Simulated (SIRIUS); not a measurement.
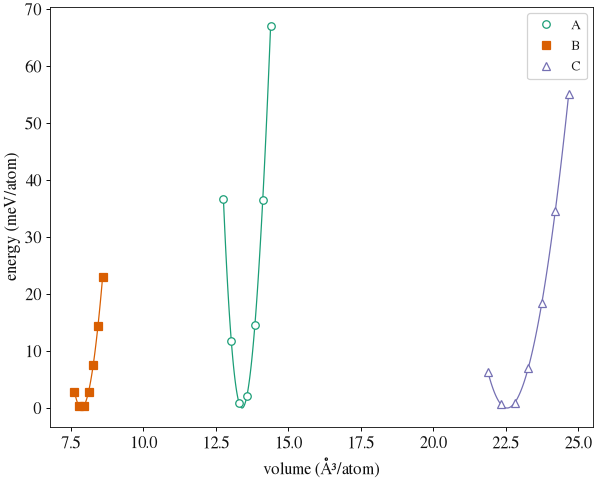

Plotted: energy against volume, with one curve for each element, for Be, Ru and Zr (all in space group P6_3/mmc (No. 194)). The labels are replaced by letters.

How it was computed, with SIRIUS 7.12.0: all-electron LAPW DFT, no spin polarisation; energies at scaled volumes of the given cell, shape and fractions fixed, counted from the fit's minimum, third-order Birch-Murnaghan fit. Level: WC.

occupations Fermi–Dirac; smearing width 0.05 eV; potentials all electron FP LAPW.

> Which letter stands for which compound?

A: Ru; B: Be; C: Zr.

Caveats: shape and atomic fractions are frozen while scaling, which makes layered, chain and framework solids too stiff.
